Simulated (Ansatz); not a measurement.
# CuO: single-point calculation (part 2 of 3)

CuO (P-6m2, 2 atoms in the cell); DFT LDA+U, scalar-relativistic, plane waves, PAW, Ueff = 6 eV on Cu atom 1 d, spin-polarised (Ansatz 0.2.0); cutoff 420 eV, 8×8×7 k-mesh, Gaussian smearing of 0.05 eV, collinear spins. The structure was built on a prototype by a generator; it need not be a known phase. It belongs to a series of runs on one base structure; here: random orbitals: harmonics, high filling.

Geometry of the input (Å; fractional positions):
```
2.8363  0.0000  0.0000
-1.4182  2.4563  0.0000
0.0000  0.0000  2.7681
Cu 0.0000  0.0000  0.0000
O  0.6667  0.3333  0.5000
```

## Output, continued
```
SCF iter   1: F=—  HF=-7106.346005 eV  |F-HF|=—  |Δ(HF+E_count)|=         —  Δρ=8.68e-2 (↑4.70e-2 ↓8.68e-2)  dr2=1.37e0  dr2_m=2.35e-1  M=1.000 μB ∫|m|=1.011 μB  β_m=0.30  ethr=3.10e-3  ⟨swp⟩=4.8  Hψ=5732  notcnv=0
preconditioner: auto → none  [metal: Δε(μ)=0.023 eV  Ē_g=16.252 eV  σ=0.050 eV  W_gap=0.26  n_scr=8 (ndim 8)  ℏωp=34.9 eV  f_vac=0.000  D(μ)=0.50/eV (n_scr^D=0)  sad-step TF]
SCF iter   2: F=—  HF=-7106.299119 eV  |F-HF|=—  |Δ(HF+E_count)|=   4.69e-2  Δρ=5.29e-2 (↑2.85e-2 ↓5.29e-2)  dr2=4.10e-1  dr2_m=1.04e-1  M=0.999 μB ∫|m|=1.008 μB  β_m=0.30  ethr=3.10e-3  ⟨swp⟩=2.8  Hψ=2806  notcnv=0  defer=35
SCF iter   3: F=—  HF=-7106.274169 eV  |F-HF|=—  |Δ(HF+E_count)|=   2.49e-2  Δρ=2.64e-2 (↑1.81e-2 ↓2.64e-2)  dr2=6.69e-2  dr2_m=6.06e-2  M=0.998 μB ∫|m|=1.007 μB  β_m=0.30  ethr=1.64e-3  ⟨swp⟩=2.0  Hψ=1650  notcnv=0  defer=35
SCF iter   4: F=—  HF=-7106.261880 eV  |F-HF|=—  |Δ(HF+E_count)|=   1.23e-2  Δρ=1.71e-2 (↑1.71e-2 ↓1.29e-2)  dr2=5.07e-3  dr2_m=3.89e-2  M=1.000 μB ∫|m|=1.010 μB  β_m=0.30  ethr=2.67e-4  ⟨swp⟩=3.0  Hψ=2985  notcnv=0  defer=29
SCF iter   5: F=—  HF=-7106.272761 eV  |F-HF|=—  |Δ(HF+E_count)|=   1.09e-2  Δρ=1.81e-2 (↑1.12e-2 ↓1.81e-2)  dr2=1.61e-2  dr2_m=3.36e-2  M=1.000 μB ∫|m|=1.011 μB  β_m=0.30  ethr=2.03e-5  ⟨swp⟩=2.1  Hψ=2429  notcnv=0  defer=23
SCF iter   6: F=—  HF=-7106.279797 eV  |F-HF|=—  |Δ(HF+E_count)|=   7.04e-3  Δρ=8.74e-3 (↑8.74e-3 ↓6.88e-3)  dr2=2.34e-3  dr2_m=1.04e-2  M=1.000 μB ∫|m|=1.014 μB  β_m=1.00  ethr=2.03e-5  ⟨swp⟩=2.0  Hψ=2697  notcnv=0  defer=21
Mixer restart at iter 6: flushing history
SCF iter   7: F=—  HF=-7106.396418 eV  |F-HF|=—  |Δ(HF+E_count)|=         —  Δρ=4.05e-2 (↑1.64e-3 ↓4.05e-2)  dr2=2.37e-1  dr2_m=7.77e-2  M=0.996 μB ∫|m|=1.012 μB  β_m=0.30  ethr=9.37e-6  ⟨swp⟩=1.8  Hψ=2196  notcnv=0  defer=21
SCF iter   8: F=—  HF=-7106.513381 eV  |F-HF|=—  |Δ(HF+E_count)|=   1.17e-1  Δρ=1.48e-2 (↑1.48e-2 ↓5.97e-3)  dr2=5.20e-2  dr2_m=5.04e-3  M=1.000 μB ∫|m|=1.019 μB  β_m=1.00  ethr=9.37e-6  ⟨swp⟩=3.0  Hψ=3370  notcnv=0  defer=20
SCF iter   9: F=—  HF=-7106.606838 eV  |F-HF|=—  |Δ(HF+E_count)|=   9.35e-2  Δρ=5.97e-2 (↑3.72e-3 ↓5.97e-2)  dr2=5.20e-1  dr2_m=1.65e-1  M=0.934 μB ∫|m|=0.956 μB  β_m=0.30  ethr=9.37e-6  ⟨swp⟩=2.1  Hψ=3163  notcnv=0  defer=15
SCF iter  10: F=—  HF=-7107.460846 eV  |F-HF|=—  |Δ(HF+E_count)|=   8.54e-1  Δρ=1.64e-1 (↑4.75e-2 ↓1.64e-1)  dr2=5.60e0  dr2_m=9.69e-1  M=0.425 μB ∫|m|=0.471 μB  β_m=0.30  ethr=9.37e-6  ⟨swp⟩=2.3  Hψ=2943  notcnv=0  defer=18
SCF iter  11: F=—  HF=-7107.951953 eV  |F-HF|=—  |Δ(HF+E_count)|=   4.91e-1  Δρ=1.33e-1 (↑4.74e-2 ↓1.33e-1)  dr2=4.48e0  dr2_m=4.76e-1  M=0.418 μB ∫|m|=0.460 μB  β_m=0.30  ethr=9.37e-6  ⟨swp⟩=2.1  Hψ=3043  notcnv=0  defer=25
SCF iter  12: F=—  HF=-7108.066899 eV  |F-HF|=—  |Δ(HF+E_count)|=   1.15e-1  Δρ=1.07e-1 (↑4.61e-2 ↓1.07e-1)  dr2=3.40e0  dr2_m=2.29e-1  M=0.427 μB ∫|m|=0.464 μB  β_m=0.30  ethr=9.37e-6  ⟨swp⟩=2.0  Hψ=2837  notcnv=0  defer=25
SCF iter  13: F=—  HF=-7108.205180 eV  |F-HF|=—  |Δ(HF+E_count)|=   1.38e-1  Δρ=9.55e-2 (↑5.13e-2 ↓9.55e-2)  dr2=3.21e0  dr2_m=1.16e-1  M=0.422 μB ∫|m|=0.456 μB  β_m=0.30  ethr=9.37e-6  ⟨swp⟩=1.6  Hψ=2228  notcnv=0  defer=25
SCF iter  14: F=—  HF=-7108.438824 eV  |F-HF|=—  |Δ(HF+E_count)|=   2.34e-1  Δρ=9.53e-2 (↑6.29e-2 ↓9.53e-2)  dr2=3.79e0  dr2_m=6.44e-2  M=0.404 μB ∫|m|=0.437 μB  β_m=0.30  ethr=9.37e-6  ⟨swp⟩=2.0  Hψ=2587  notcnv=0  defer=26
Mixer restart at iter 14: flushing history
spin-set hold released at iteration 14 (site moments contracting): the magnetisation degrees of freedom join the quasi-Newton model from the next iteration; the mixer history was flushed
SCF iter  15: F=—  HF=-7107.955892 eV  |F-HF|=—  |Δ(HF+E_count)|=   4.83e-1  Δρ=6.23e-2 (↑4.29e-2 ↓6.23e-2)  dr2=1.29e0  dr2_m=2.38e-2  M=0.532 μB ∫|m|=0.561 μB  β_m=0.25  ethr=9.37e-6  ⟨swp⟩=3.9  Hψ=4576  notcnv=0  defer=26
SCF iter  16: F=—  HF=-7107.695991 eV  |F-HF|=—  |Δ(HF+E_count)|=   2.60e-1  Δρ=2.22e-2 (↑1.35e-2 ↓2.22e-2)  dr2=9.97e-2  dr2_m=5.98e-3  M=0.511 μB ∫|m|=0.539 μB  β_m=0.45  ethr=9.37e-6  ⟨swp⟩=3.7  Hψ=4488  notcnv=0  defer=13
SCF iter  17: F=—  HF=-7107.678341 eV  |F-HF|=—  |Δ(HF+E_count)|=   1.77e-2  Δρ=1.54e-2 (↑4.74e-3 ↓1.54e-2)  dr2=3.99e-2  dr2_m=8.90e-3  M=0.586 μB ∫|m|=0.616 μB  β_m=0.42  ethr=9.37e-6  ⟨swp⟩=2.1  Hψ=3236  notcnv=0  defer=15
SCF iter  18: F=—  HF=-7107.677018 eV  |F-HF|=—  |Δ(HF+E_count)|=   1.32e-3  Δρ=1.07e-2 (↑4.08e-3 ↓1.07e-2)  dr2=1.43e-2  dr2_m=7.36e-3  M=0.611 μB ∫|m|=0.641 μB  β_m=0.71  ethr=9.37e-6  ⟨swp⟩=2.0  Hψ=2737  notcnv=0  defer=15
SCF iter  19: F=—  HF=-7107.682143 eV  |F-HF|=—  |Δ(HF+E_count)|=   5.12e-3  Δρ=6.11e-3 (↑2.42e-3 ↓6.11e-3)  dr2=5.94e-3  dr2_m=1.30e-3  M=0.686 μB ∫|m|=0.719 μB  β_m=0.65  ethr=9.37e-6  ⟨swp⟩=2.1  Hψ=2481  notcnv=0  defer=15
SCF iter  20: F=—  HF=-7107.681717 eV  |F-HF|=—  |Δ(HF+E_count)|=   4.27e-4  Δρ=7.54e-3 (↑7.54e-3 ↓5.35e-3)  dr2=2.16e-3  dr2_m=6.54e-3  M=0.788 μB ∫|m|=0.820 μB  β_m=0.83  ethr=9.37e-6  ⟨swp⟩=2.0  Hψ=3053  notcnv=0  defer=18
SCF iter  21: F=—  HF=-7107.687257 eV  |F-HF|=—  |Δ(HF+E_count)|=   5.54e-3  Δρ=9.80e-3 (↑9.80e-3 ↓6.59e-3)  dr2=3.20e-3  dr2_m=1.09e-2  M=0.906 μB ∫|m|=0.941 μB  β_m=0.81  ethr=8.63e-6  ⟨swp⟩=2.2  Hψ=2034  notcnv=0  defer=18
SCF iter  22: F=—  HF=-7107.681412 eV  |F-HF|=—  |Δ(HF+E_count)|=   5.84e-3  Δρ=6.51e-3 (↑6.51e-3 ↓5.30e-3)  dr2=1.28e-3  dr2_m=5.89e-3  M=0.776 μB ∫|m|=0.811 μB  β_m=0.10  ethr=8.63e-6  ⟨swp⟩=2.1  Hψ=2454  notcnv=0  defer=18
SCF iter  23: F=—  HF=-7107.685729 eV  |F-HF|=—  |Δ(HF+E_count)|=   4.32e-3  Δρ=9.26e-3 (↑8.92e-3 ↓9.26e-3)  dr2=1.21e-3  dr2_m=1.39e-2  M=0.897 μB ∫|m|=0.935 μB  β_m=0.19  ethr=5.13e-6  ⟨swp⟩=2.1  Hψ=2272  notcnv=0  defer=18  recentre
SCF iter  24: F=—  HF=-7107.678427 eV  |F-HF|=—  |Δ(HF+E_count)|=   7.30e-3  Δρ=3.00e-3 (↑2.78e-3 ↓3.00e-3)  dr2=5.18e-5  dr2_m=1.45e-3  M=0.634 μB ∫|m|=0.665 μB  β_m=0.71  ethr=4.84e-6  ⟨swp⟩=2.0  Hψ=2406  notcnv=0  defer=18
SCF iter  25: F=—  HF=-7107.670644 eV  |F-HF|=—  |Δ(HF+E_count)|=   7.78e-3  Δρ=6.51e-3 (↑6.05e-3 ↓6.51e-3)  dr2=1.31e-3  dr2_m=6.06e-3  M=0.472 μB ∫|m|=0.491 μB  β_m=0.76  ethr=2.07e-7  ⟨swp⟩=2.9  Hψ=2926  notcnv=0  defer=18
SCF iter  26: F=—  HF=-7107.675963 eV  |F-HF|=—  |Δ(HF+E_count)|=   5.32e-3  Δρ=6.40e-3 (↑6.40e-3 ↓5.64e-3)  dr2=1.23e-3  dr2_m=5.38e-3  M=0.592 μB ∫|m|=0.617 μB  β_m=0.88  ethr=2.07e-7  ⟨swp⟩=2.1  Hψ=2754  notcnv=0  defer=17
SCF iter  27: F=—  HF=-7107.679378 eV  |F-HF|=—  |Δ(HF+E_count)|=   3.41e-3  Δρ=3.61e-3 (↑3.61e-3 ↓3.45e-3)  dr2=1.16e-3  dr2_m=1.23e-3  M=0.662 μB ∫|m|=0.695 μB  β_m=0.34  ethr=2.07e-7  ⟨swp⟩=2.2  Hψ=2520  notcnv=0  defer=15
SCF iter  28: F=—  HF=-7107.682445 eV  |F-HF|=—  |Δ(HF+E_count)|=   3.07e-3  Δρ=7.76e-3 (↑7.12e-3 ↓7.76e-3)  dr2=1.60e-3  dr2_m=8.85e-3  M=0.818 μB ∫|m|=0.853 μB  β_m=0.48  ethr=2.07e-7  ⟨swp⟩=2.4  Hψ=2368  notcnv=0  defer=17  recentre
SCF iter  29: F=—  HF=-7107.678611 eV  |F-HF|=—  |Δ(HF+E_count)|=   3.83e-3  Δρ=3.01e-3 (↑2.78e-3 ↓3.01e-3)  dr2=2.90e-4  dr2_m=1.34e-3  M=0.637 μB ∫|m|=0.670 μB  β_m=0.44  ethr=2.07e-7  ⟨swp⟩=2.2  Hψ=2544  notcnv=0  defer=19
SCF iter  30: F=—  HF=-7107.679418 eV  |F-HF|=—  |Δ(HF+E_count)|=   8.07e-4  Δρ=3.13e-3 (↑2.77e-3 ↓3.13e-3)  dr2=2.32e-4  dr2_m=1.45e-3  M=0.682 μB ∫|m|=0.716 μB  β_m=0.72  ethr=2.07e-7  ⟨swp⟩=2.0  Hψ=2151  notcnv=0  defer=18
SCF iter  31: F=—  HF=-7107.680282 eV  |F-HF|=—  |Δ(HF+E_count)|=   8.64e-4  Δρ=4.74e-3 (↑4.34e-3 ↓4.74e-3)  dr2=4.41e-4  dr2_m=3.44e-3  M=0.735 μB ∫|m|=0.770 μB  β_m=0.86  ethr=2.07e-7  ⟨swp⟩=2.0  Hψ=2015  notcnv=0  defer=18  recentre
SCF iter  32: F=—  HF=-7107.679443 eV  |F-HF|=—  |Δ(HF+E_count)|=   8.39e-4  Δρ=3.13e-3 (↑2.82e-3 ↓3.13e-3)  dr2=2.30e-4  dr2_m=1.46e-3  M=0.683 μB ∫|m|=0.718 μB  β_m=0.93  ethr=2.07e-7  ⟨swp⟩=2.0  Hψ=2047  notcnv=0  defer=18
SCF iter  33: F=—  HF=-7107.679562 eV  |F-HF|=—  |Δ(HF+E_count)|=   1.19e-4  Δρ=3.26e-3 (↑2.98e-3 ↓3.26e-3)  dr2=1.60e-4  dr2_m=1.64e-3  M=0.691 μB ∫|m|=0.726 μB  β_m=0.11  ethr=2.07e-7  ⟨swp⟩=1.2  Hψ=1462  notcnv=0  defer=18
SCF iter  34: F=—  HF=-7107.679275 eV  |F-HF|=—  |Δ(HF+E_count)|=   2.86e-4  Δρ=2.70e-3 (↑2.50e-3 ↓2.70e-3)  dr2=5.73e-5  dr2_m=1.17e-3  M=0.672 μB ∫|m|=0.707 μB  β_m=0.14  ethr=2.07e-7  ⟨swp⟩=2.0  Hψ=1771  notcnv=0  defer=18
SCF iter  35: F=—  HF=-7107.678840 eV  |F-HF|=—  |Δ(HF+E_count)|=   4.35e-4  Δρ=2.45e-3 (↑2.38e-3 ↓2.45e-3)  dr2=3.77e-5  dr2_m=1.01e-3  M=0.645 μB ∫|m|=0.679 μB  β_m=0.24  ethr=2.07e-7  ⟨swp⟩=2.0  Hψ=1953  notcnv=0  defer=18
SCF iter  36: F=—  HF=-7107.677811 eV  |F-HF|=—  |Δ(HF+E_count)|=   1.03e-3  Δρ=4.14e-3 (↑4.14e-3 ↓4.09e-3)  dr2=1.22e-4  dr2_m=2.93e-3  M=0.627 μB ∫|m|=0.657 μB  β_m=0.62  ethr=1.51e-7  ⟨swp⟩=2.0  Hψ=2106  notcnv=0  defer=18  recentre
SCF iter  37: F=—  HF=-7107.677915 eV  |F-HF|=—  |Δ(HF+E_count)|=   1.04e-4  Δρ=3.98e-3 (↑3.98e-3 ↓3.88e-3)  dr2=1.02e-4  dr2_m=2.68e-3  M=0.628 μB ∫|m|=0.658 μB  β_m=0.61  ethr=1.51e-7  ⟨swp⟩=1.0  Hψ=1391  notcnv=0  defer=18
SCF iter  38: F=—  HF=-7107.678422 eV  |F-HF|=—  |Δ(HF+E_count)|=   5.08e-4  Δρ=3.01e-3 (↑3.01e-3 ↓3.00e-3)  dr2=7.19e-5  dr2_m=1.56e-3  M=0.634 μB ∫|m|=0.666 μB  β_m=0.30  ethr=1.51e-7  ⟨swp⟩=2.1  Hψ=1977  notcnv=0  defer=18
SCF iter  39: F=—  HF=-7107.678967 eV  |F-HF|=—  |Δ(HF+E_count)|=   5.45e-4  Δρ=2.40e-3 (↑2.40e-3 ↓2.31e-3)  dr2=3.37e-5  dr2_m=9.69e-4  M=0.652 μB ∫|m|=0.686 μB  β_m=0.23  ethr=1.51e-7  ⟨swp⟩=2.0  Hψ=2029  notcnv=0  defer=18
SCF iter  40: F=—  HF=-7107.679295 eV  |F-HF|=—  |Δ(HF+E_count)|=   3.28e-4  Δρ=2.59e-3 (↑2.54e-3 ↓2.59e-3)  dr2=5.27e-5  dr2_m=1.14e-3  M=0.672 μB ∫|m|=0.707 μB  β_m=0.57  ethr=1.35e-7  ⟨swp⟩=2.0  Hψ=2012  notcnv=0  defer=18
SCF iter  41: F=—  HF=-7107.679305 eV  |F-HF|=—  |Δ(HF+E_count)|=   1.04e-5  Δρ=2.66e-3 (↑2.66e-3 ↓2.48e-3)  dr2=4.08e-5  dr2_m=1.14e-3  M=0.672 μB ∫|m|=0.707 μB  β_m=0.62  ethr=1.35e-7  ⟨swp⟩=1.6  Hψ=1619  notcnv=0  defer=18
SCF iter  42: F=—  HF=-7107.679289 eV  |F-HF|=—  |Δ(HF+E_count)|=   1.57e-5  Δρ=2.60e-3 (↑2.57e-3 ↓2.60e-3)  dr2=6.43e-5  dr2_m=1.15e-3  M=0.671 μB ∫|m|=0.706 μB  β_m=0.43  ethr=1.35e-7  ⟨swp⟩=2.3  Hψ=1841  notcnv=0  defer=18
SCF iter  43: F=—  HF=-7107.679376 eV  |F-HF|=—  |Δ(HF+E_count)|=   8.68e-5  Δρ=2.72e-3 (↑2.69e-3 ↓2.72e-3)  dr2=7.07e-5  dr2_m=1.26e-3  M=0.677 μB ∫|m|=0.712 μB  β_m=0.29  ethr=1.35e-7  ⟨swp⟩=1.0  Hψ=1337  notcnv=0  defer=18
SCF iter  44: F=—  HF=-7107.679176 eV  |F-HF|=—  |Δ(HF+E_count)|=   2.00e-4  Δρ=2.46e-3 (↑2.46e-3 ↓2.46e-3)  dr2=5.26e-5  dr2_m=1.04e-3  M=0.664 μB ∫|m|=0.698 μB  β_m=0.04  ethr=1.35e-7  ⟨swp⟩=1.7  Hψ=1596  notcnv=0  defer=18
SCF iter  45: F=—  HF=-7107.679325 eV  |F-HF|=—  |Δ(HF+E_count)|=   1.49e-4  Δρ=2.65e-3 (↑2.65e-3 ↓2.57e-3)  dr2=6.05e-5  dr2_m=1.18e-3  M=0.673 μB ∫|m|=0.708 μB  ethr=1.35e-7  ⟨swp⟩=2.5  Hψ=5111  notcnv=0
Mixer restart at iter 45: flushing history
iteration 45: the SCF's residuals had fallen too slowly under its mixing. It goes on by minimising its free energy, and can end on another state than longer mixing would; under `scf.algorithm: density_mixing` no SCF does so, but by `scf.convergence.dm_fallback`
SCF iter  46: F=—  HF=-7107.694912 eV  |F-HF|=—  |Δ(HF+E_count)|=   1.56e-2  Δρ=1.66e-3 (↑1.19e-3 ↓1.66e-3)  dr2=4.16e-5  dr2_m=3.47e-4  M=1.000 μB ∫|m|=1.051 μB  ethr=1.35e-7  ⟨swp⟩=3.3  Hψ=10178  notcnv=0
SCF iter  47: F=—  HF=-7107.695051 eV  |F-HF|=—  |Δ(HF+E_count)|=   1.40e-4  Δρ=9.30e-5 (↑9.30e-5 ↓2.87e-5)  dr2=6.69e-7  dr2_m=5.20e-7  M=1.000 μB ∫|m|=1.055 μB  ethr=1.35e-7  ⟨swp⟩=2.4  Hψ=5266  notcnv=0
SCF iter  48: F=-7107.695051 eV  HF=-7107.695051 eV  |F-HF|=2.73e-11  |Δ(HF+E_count)|=   2.91e-8  Δρ=1.82e-6 (↑6.62e-7 ↓1.82e-6)  dr2=2.94e-10  dr2_m=1.93e-10  M=1.000 μB ∫|m|=1.055 μB  ethr=4.00e-10  ⟨swp⟩=5.9  Hψ=7408  notcnv=0
SCF iter  49: F=-7107.695051 eV  HF=-7107.695051 eV  |F-HF|=2.64e-11  |Δ(HF+E_count)|=  3.64e-12  Δρ=1.83e-6 (↑6.62e-7 ↓1.83e-6)  dr2=2.94e-10  dr2_m=1.93e-10  M=1.000 μB ∫|m|=1.055 μB  ethr=1.18e-12  ⟨swp⟩=4.0  Hψ=7494  notcnv=0
WARN: hamiltonian.hubbard: on 1 of 2 specified blocks the occupation matrix of this SCF's result fails the test of the specified filling. At site 0 ↓ (sites count from 0 in the list of atoms of the cell that this SCF solves) the least filled combination of the orbitals specified full has occupation 0.841, and the fullest combination of the orbitals specified empty has occupation 0.996; the filling counts as kept where the first is at least 0.75 and exceeds the second by more than 0.25. The state of this SCF's result may not hold the specified filling, though these bounds can also misjudge a state that does. This warning does not say which state is lower in energy, or whether the specified filling is a self-consistent state at all; see hamiltonian.hubbard.sites[].starting_ns, Limitations, and scf.initial_density.shell_occupations in the input reference
SCF 1 converged in 49 iterations: F = -7107.695051 eV  dr2 = 2.94e-10
  greatest PAW one-centre occupation: 1.000 electrons in one spin orbital (limit 2), on the Cu atom at site 0 (counted from 0), in its partial waves of l = 1
```

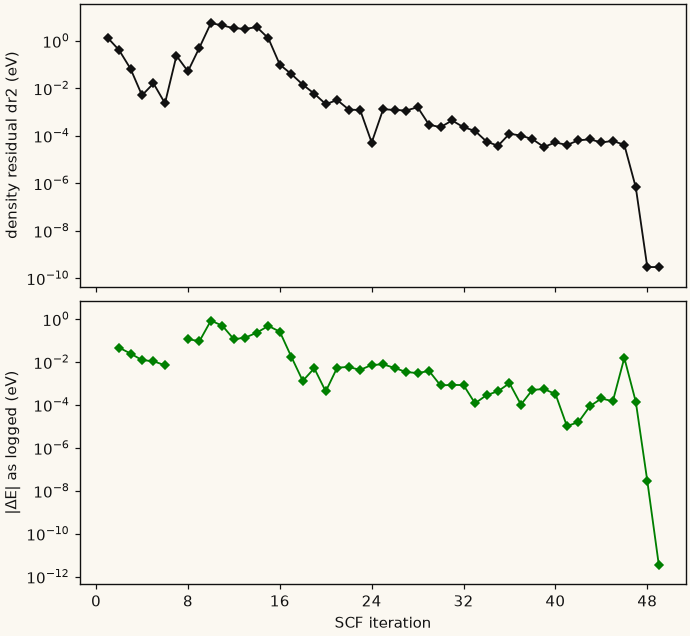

*Convergence of the self-consistent field: density residual dr2 and size of the energy change against the SCF iteration.*

The residual falls unevenly and jumps up by a factor of two or more 6 times on the way down.
